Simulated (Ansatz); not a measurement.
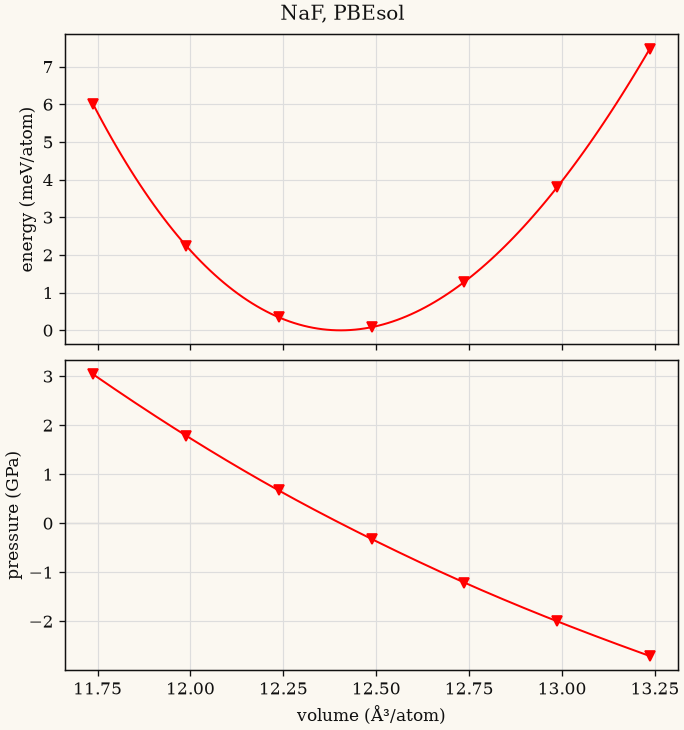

Plotted: energy and pressure against volume for NaF, space group Fm-3m (No. 225).

Starting cell:
```cif
data_structure
_symmetry_space_group_name_H-M 'P 1'
_symmetry_Int_Tables_number 1
_cell_length_a 3.2810
_cell_length_b 3.2810
_cell_length_c 3.2810
_cell_angle_alpha 60.000
_cell_angle_beta 60.000
_cell_angle_gamma 60.000
_cell_volume 24.97
loop_
_atom_site_label
_atom_site_type_symbol
_atom_site_fract_x
_atom_site_fract_y
_atom_site_fract_z
_atom_site_occupancy
Na1 Na 0.00000 0.00000 0.00000 1
F1 F 0.50000 0.50000 0.50000 1
```

How it was computed, with Ansatz 0.2.0: all-electron LAPW DFT, no spin polarisation; energies at scaled volumes of the given cell, shape and fractions fixed, counted from the fit's minimum, third-order Birch-Murnaghan fit. Level: PBEsol.

k mesh 10×10×10; occupations Fermi–Dirac; smearing width 0.05 eV; potentials all electron LAPW, scalar relativistic; program settings basis error eV/atom 0.001.

Give the fitted equation-of-state parameters.

Answer. A third-order Birch–Murnaghan fit gives V0 = 12.40 Å³/atom, B0 = 48.5 GPa and B′ = 4.6.

What does the pressure do across the range?

Answer. It falls from 3.04 GPa at volume 11.74 Å³/atom to −2.71 GPa at 13.24 Å³/atom, and changes sign near 12.41 Å³/atom.
